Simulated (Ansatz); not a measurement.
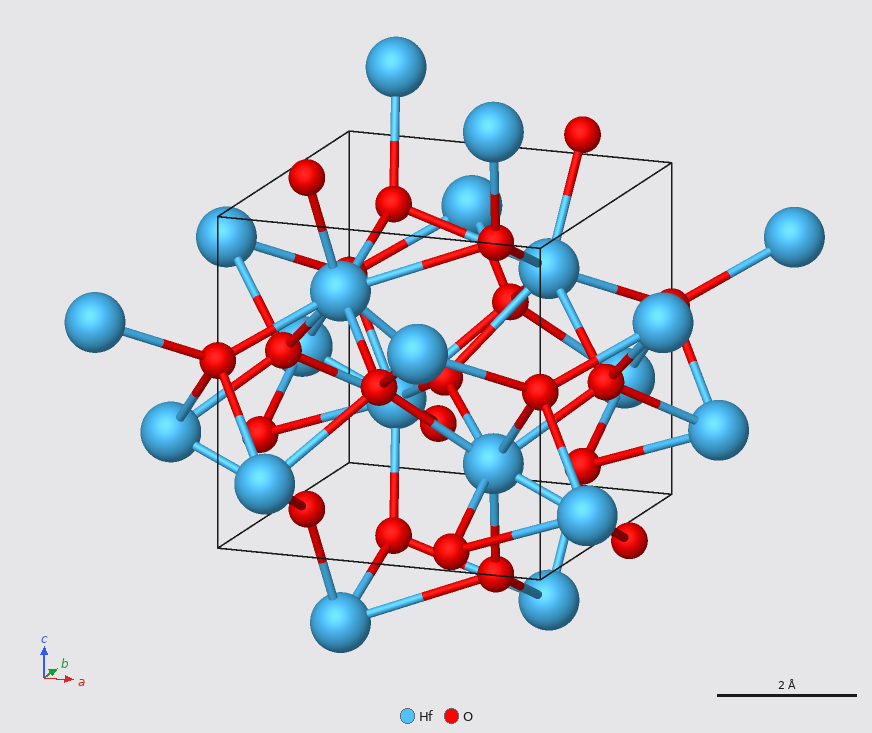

Shown here is a ball-and-stick view of the crystal, taken slightly off an axis. Lines trace the edges of the conventional unit cell. The first bonded neighbours in the surrounding cells are also shown.

HfO2, space group P2_12_12 (No. 18), a = 5.007 Å, b = 5.251 Å, c = 4.959 Å, α = 90.00°, β = 90.00°, γ = 90.00°. Its origin is a structure listed in the Materials Project. Earlier steps of the study, as a rule a relaxation of our own, may have changed the cell and positions, so they can lie some per cent off the listed ones. It was run through Ansatz as a DFT input.

This one geometry was computed with Ansatz (DFT, plane waves, PAW) at five levels of theory: r2SCAN, PBE0, PBE, PBE with spin-orbit coupling and HSE06. It was relaxed beforehand with r2SCAN.

**Which level gives the highest pressure at this volume, and what does that say about its equilibrium volume?**

Highest: PBE (6.0 GPa) and PBE with spin-orbit coupling (5.7 GPa), which points to the largest equilibrium volume. Lowest, with the smallest volume: r2SCAN (0.0 GPa), PBE0 (0.0 GPa) and HSE06 (-0.1 GPa). Levels within 0.5 GPa of each other can't be told apart.

**How does the band gap change with the level of theory?**

PBE with spin-orbit coupling: a gap of 4.16 eV, indirect; PBE: a gap of 4.16 eV, indirect; r2SCAN: a gap of 4.73 eV, direct; HSE06: a gap of 5.77 eV, indirect; PBE0: a gap of 6.51 eV, indirect.

**Collect the results in a table.**

| level | cutoff (eV) | k-mesh of the run's cell | gap (eV) | pressure (GPa) |
| --- | --- | --- | --- | --- |
| r2SCAN | 500 | 6×6×6 | 4.73 | 0.0 |
| PBE0 | 420 | 4×4×4 | 6.51 | 0.0 |
| PBE | 420 | 6×6×6 | 4.16 | 6.0 |
| PBE with spin-orbit coupling | 420 | 6×6×6 | 4.16 | 5.7 |
| HSE06 | 420 | 4×4×4 | 5.77 | -0.1 |

Gaps are taken on the k-mesh or band path of each run.
